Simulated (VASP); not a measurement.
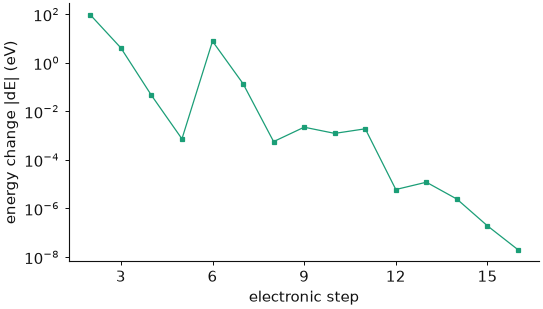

The plot shows the electronic steps of a calculation: energy change |dE|.

Program: VASP.

INCAR
```
ENCUT = 520.000000
SIGMA = 0.010000
EDIFF = 1.00e-07
ALGO = Normal
METAGGA = R2SCAN
PREC = Accurate
IBRION = -1
ISIF = 2
ISMEAR = 0
NBANDS = 15
NELM = 120
NSW = 0
LASPH = .TRUE.
LCHARG = .FALSE.
LWAVE = .FALSE.
LREAL = .FALSE.
```

KPOINTS
```
KPOINTS created by Atomic Simulation Environment
0
Gamma
8 8 8
0 0 0
```

POSCAR
```
Ba O
 1.0000000000000000
     0.0000000000000000    2.7165038293000001    2.7165038293000001
     2.7165038293000001    0.0000000000000000    2.7165038293000001
     2.7165038293000001    2.7165038293000001    0.0000000000000000
 Ba  O
   1   1
Cartesian
  0.0000000000000000  0.0000000000000000  0.0000000000000000
  2.7165038292999997  2.7165038292999997  2.7165038292999997
```

Question: How did this run end?

Answer: The run converged; it took 16 steps. The energy change falls unevenly and jumps up by a factor of two or more 3 times on the way down, most sharply at step 6 (by about 4 orders of magnitude). The jump at step 6 comes where the charge density, held fixed for the first 5 steps, starts to be updated.
